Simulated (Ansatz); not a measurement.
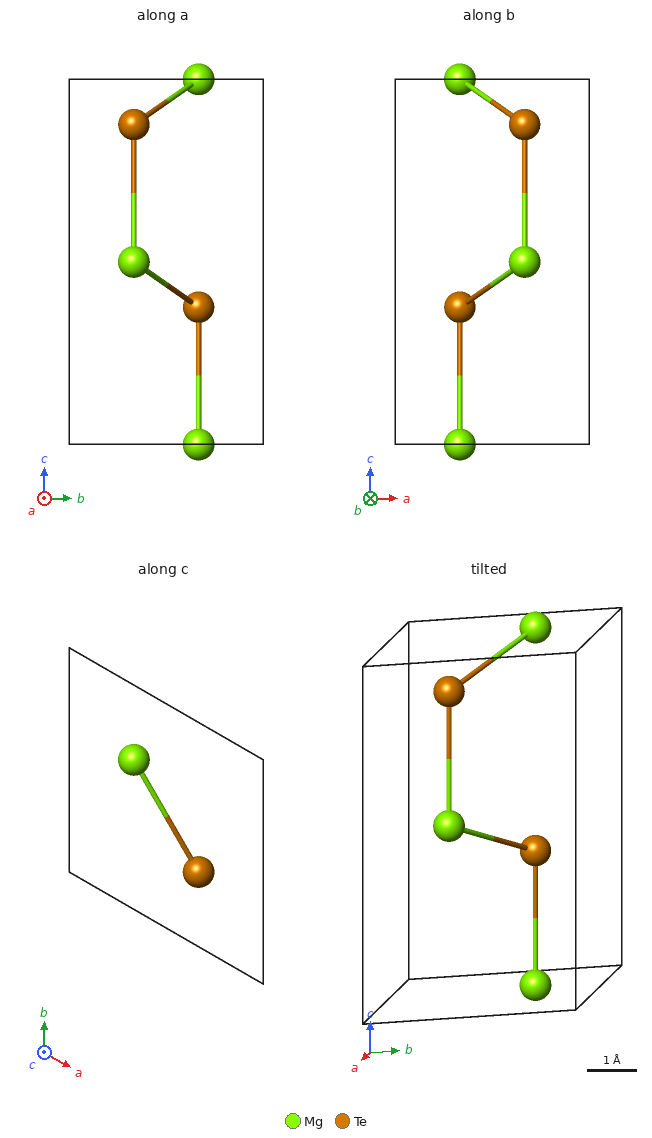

View along the a axis, along the b axis, along the c axis and slightly off an axis, drawn as a ball-and-stick model. The conventional unit cell is drawn as a box.

Lattice parameters: a = 4.6234 Å, b = 4.6234 Å, c = 7.5296 Å, α = 90.000°, β = 90.000°, γ = 120.000°.

Q: Convert the drawing into a CIF in P1 with every atom of the cell.

A:
```cif
data_structure
_symmetry_space_group_name_H-M 'P 1'
_symmetry_Int_Tables_number 1
_cell_length_a 4.6234
_cell_length_b 4.6234
_cell_length_c 7.5296
_cell_angle_alpha 90.000
_cell_angle_beta 90.000
_cell_angle_gamma 120.000
_cell_volume 139.39
loop_
_atom_site_label
_atom_site_type_symbol
_atom_site_fract_x
_atom_site_fract_y
_atom_site_fract_z
_atom_site_occupancy
Mg1 Mg 0.3333 0.6667 0.9994 1
Mg2 Mg 0.6667 0.3333 0.4994 1
Te1 Te 0.3333 0.6667 0.3756 1
Te2 Te 0.6667 0.3333 0.8756 1
```

The structure comes from a structure type filled with these elements by a generator (whether the compound takes this form wasn't checked). The cell was then strained or its atoms displaced on purpose. A calculation with Ansatz used it as input.
